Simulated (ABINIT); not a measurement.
Consider WSe (slab).

```cif
data_structure
_symmetry_space_group_name_H-M 'P 1'
_symmetry_Int_Tables_number 1
_cell_length_a 3.3179
_cell_length_b 3.3179
_cell_length_c 31.6581
_cell_angle_alpha 90.000
_cell_angle_beta 90.000
_cell_angle_gamma 120.000
_cell_volume 301.82
loop_
_atom_site_label
_atom_site_type_symbol
_atom_site_fract_x
_atom_site_fract_y
_atom_site_fract_z
_atom_site_occupancy
W1 W 0.00000 0.00000 0.23691 1
Se1 Se 0.33333 0.66667 0.28941 1
Se2 Se 0.33333 0.66667 0.71059 1
W2 W 0.00000 0.00000 0.76309 1
```

Not relaxed (largest force 0.4 eV/Å).

Computed with Kohn-Sham DFT of a periodic cell, PBE, JTH PAW PBE v2.0 (ABINIT 10.8.3).

What will maps of the valence pseudo-density show?

Answer. W–Se (2.54 Å): the density is about 0.55 e/Å³ at the midpoint.

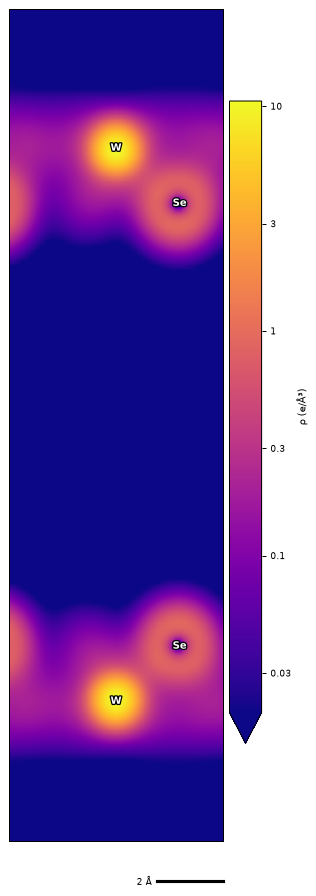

Computed valence pseudo-density on the (110) plane of the calculation cell, a cut from vacuum to vacuum. 

The density is the valence pseudo-density of a PAW calculation; it isn't the true density close to the nuclei.
